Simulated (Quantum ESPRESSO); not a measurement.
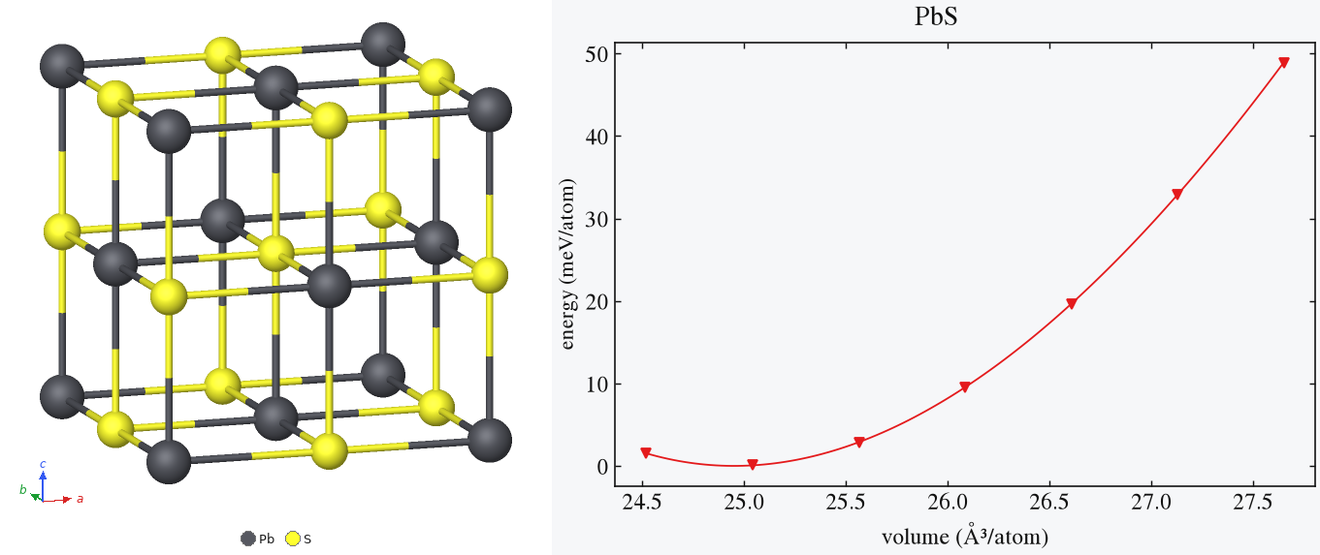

The picture above shows the energy against volume for PbS, space group Fm-3m (No. 225). The conventional cell is drawn beside the plot.

The given structure:
```yaml
crystal:
  lattice:
    - [0.00000, 2.96575, 2.96575]
    - [2.96575, 0.00000, 2.96575]
    - [2.96575, 2.96575, 0.00000]
  atoms:
    - { symbol: Pb, position: [0.00000, 0.00000, 0.00000] }
    - { symbol: S, position: [0.50000, 0.50000, 0.50000] }
```

Computed with Quantum ESPRESSO 7.5: plane-wave DFT, no spin polarisation; energies at scaled volumes of the given cell, shape and fractions fixed, counted from the fit's minimum, third-order Birch-Murnaghan fit. Level: LDA.

- k mesh: 8×8×8
- occupations: Fermi–Dirac
- smearing width: 0.05 eV
- potentials: PseudoDojo 0.4.1 SR LDA standard
- wave cutoff: 761.9 eV
- density cutoff: 3048 eV

From this curve and the settings, what does the calculation give for the pressure at the same points?

The pressure falls from 1.14 GPa at volume 24.52 Å³/atom to −5.32 GPa at 27.65 Å³/atom, and changes sign near 24.95 Å³/atom.

| volume (Å³/atom) | pressure (GPa) |
| --- | --- |
| 24.52 | 1.14 |
| 25.04 | −0.24 |
| 25.56 | −1.48 |
| 26.09 | −2.60 |
| 26.61 | −3.61 |
| 27.13 | −4.51 |
| 27.65 | −5.32 |

Caveats: spin-orbit coupling left out, heavy elements.
